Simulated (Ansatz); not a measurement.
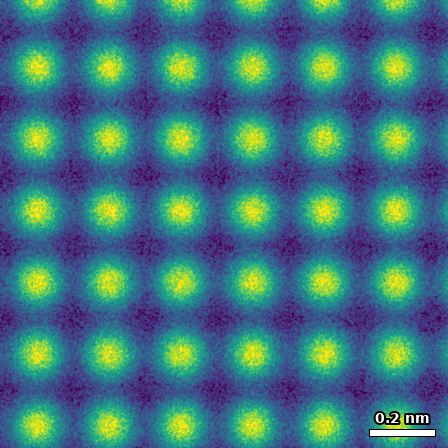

An image along [001] of one of the structures below (computed or model cells, partly hypothetical, each in its standard cell). Simulated incoherent Z contrast: every atom adds Z^1.7 spread by a probe of 1.15 Å full width; channelling and multiple scattering are left out. The probe carries 15 % of its weight in a tail 2.5 times as wide. The display is stretched by a gamma of 0.65; percentages refer to the linear signal. Shot noise was added.

A. Pt
Space group Fm-3m (No. 225). a = 3.972 Å, b = 3.972 Å, c = 3.972 Å, α = 90.00°, β = 90.00°, γ = 90.00°
```tsv
atom	site	symmetry	x	y	z
Pt	4a	m-3m	0.0000	0.0000	0.0000
```

B. C
Space group Fd-3m:1 (No. 227). a = 3.550 Å, b = 3.550 Å, c = 3.550 Å, α = 90.00°, β = 90.00°, γ = 90.00°
| atom | site | symmetry | x | y | z |
| --- | --- | --- | --- | --- | --- |
| C | 8a | -43m | 0.2500 | 0.7500 | 0.7500 |

C. W
Space group P6_3/mmc (No. 194). a = 2.750 Å, b = 2.750 Å, c = 4.943 Å, α = 90.00°, β = 90.00°, γ = 120.00°
| atom | site | symmetry | x | y | z |
| --- | --- | --- | --- | --- | --- |
| W | 2d | -6m2 | 0.3333 | 0.6667 | 0.7500 |

D. W
Space group Im-3m (No. 229). a = 3.168 Å, b = 3.168 Å, c = 3.168 Å, α = 90.00°, β = 90.00°, γ = 90.00°
| atom | site | symmetry | x | y | z |
| --- | --- | --- | --- | --- | --- |
| W | 2a | m-3m | 0.0000 | 0.0000 | 0.0000 |

### Which structure was imaged?

D, W. Along [001] the projected cells are A 1.99 × 1.99 Å, 90°; B 1.26 × 1.26 Å, 90°; C 2.75 × 2.75 Å, 120°; D 2.24 × 2.24 Å, 90°. The image repeats as D does.

Structure D: a calculation's starting geometry.
